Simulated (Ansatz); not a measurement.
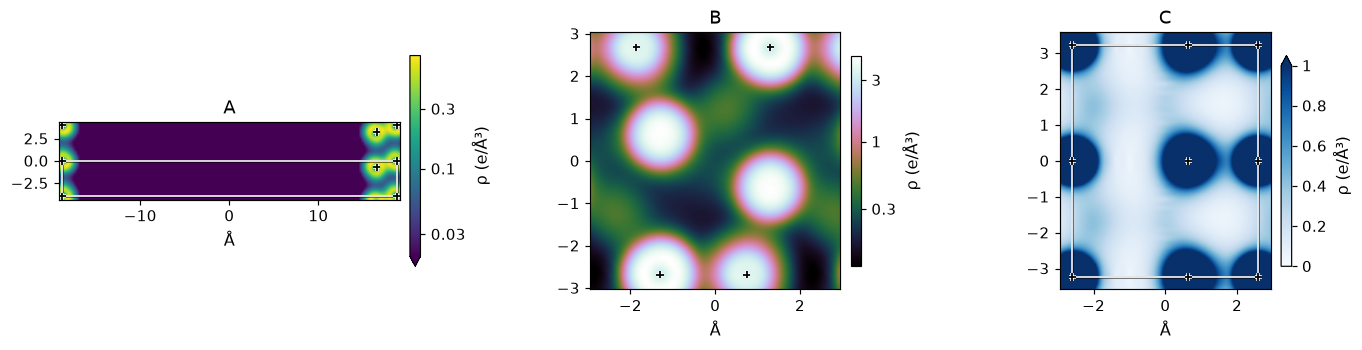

The valence charge density (pseudo) of 3 systems, each on a plane through atoms (crosses mark nuclei in the plane).

Method: DFT r2SCAN, scalar-relativistic, plane waves, PAW in Ansatz 0.2.0.

System 1: P, the (100) plane of the conventional cell. Space group Pmna; a structure from a database of computed crystals, not necessarily the ambient phase; not relaxed (largest force 1.8 eV/Å).

```xyz
4
Lattice="3.5373 0.0000 0.0000 0.0000 37.5486 0.0000 0.0000 0.0000 3.9918" Properties=species:S:1:pos:R:3 pbc="T T T"
P     0.0000   36.4319    2.3638
P     0.0000    1.1167    1.6281
P     1.7686    1.1167    0.3678
P     1.7686   36.4319    3.6240
```

System 2: TaN, the (011) plane of the conventional cell. Space group P-62m.

```
Ta N
1.0
     5.19963    0.00000    0.00000
    -2.59981    4.50301    0.00000
     0.00000    0.00000    2.91036
Ta N
3 3
Cartesian
  0.0000 3.0020 1.4552
  2.5998 1.5010 1.4552
  0.0000 0.0000 0.0000
  2.0404 0.0000 0.0000
  1.5796 2.7360 0.0000
  -1.0202 1.7670 0.0000
```

System 3: GaN, the (110) plane of the conventional cell. Space group Cmc2₁; changed on purpose from its base cell (strain +0.0600 x Voigt [1, 0, 0, 0, 0, 0], atoms carried along); not relaxed (largest force 0.5 eV/Å); computed pressure about −10 GPa in this cell.

Question: Which map belongs to which system?

Answer: Panel A is system 1, P: the plane holds P. P–P (2.35 Å): ρ is about 0.63 e/Å³ halfway. Panel B is system 2, TaN: the plane holds Ta and N. Ta–N (2.04 Å): the density is about 0.87 e/Å³ at the midpoint. Panel C is system 3, GaN: the plane holds Ga and N. Ga–N (1.95 Å): the density is about 0.76 e/Å³ at the midpoint.
